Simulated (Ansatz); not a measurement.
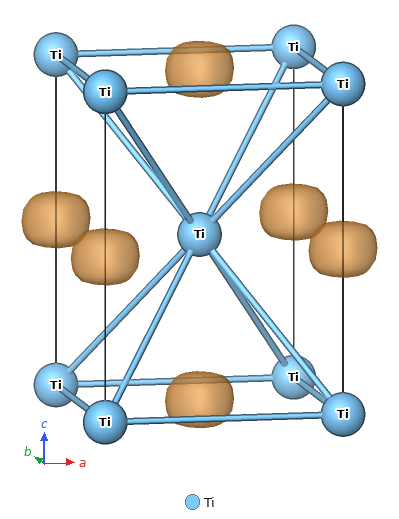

Figure. Ti. Isosurface of the electron localisation function at 0.65 (orange), seen slightly off an axis. Core shells and regions of very low density are left out. Sticks mark near contacts.

Space group I4/mmm; changed on purpose from its base cell (strain -0.025 along x and y, -0.050 along z, atoms carried along); computed pressure about 13 GPa in this cell; computed without spin polarisation.

Computed with Ansatz 0.2.0, DFT PBEsol, scalar-relativistic, plane waves, PAW.

Input file:

```
crystal:
  lattice:
    - [0.0, 1.97925, 1.9285]
    - [1.97925, 0.0, 1.9285]
    - [1.97925, 1.97925, 0.0]
  atoms:
    - { symbol: Ti, position: [0.0, 0.0, 0.0] }
basis:
  ecutwfc: 420
kpoints:
  mp_grid: { grid: [20, 20, 20] }
hamiltonian:
  xc: pbesol
scf:
  occupations: { method: gaussian, width: 0.15 }
output:
  forces: true
  stress: true
  eigenvalues: true
  write_density: true
  write_potential: true
  elf: true
  volumetric_format: npy
```

Command:

```sh
ansatz run input.yaml --threads 1 --pin off --max-ram 2560MiB --backend cpu --events-out ev --progress --plain --runs-dir out
```

Below, planes, directions and counts refer to the conventional cell (a = 2.80 Å, b = 2.80 Å, c = 3.86 Å, α = 90.00°, β = 90.00°, γ = 90.00°).

> Describe the localisation domains.

The surface consists of two pockets between the atoms, centred on no nucleus (multi-centre or interstitial), counted in one cell of 2 atoms. Regions shared between cells count once. There are no localised bonds or lone pairs at this value.

Values along the shortest contacts:
Ti–Ti (2.76 Å): the ELF is about 0.20 at the midpoint; no localised pair shows between them.
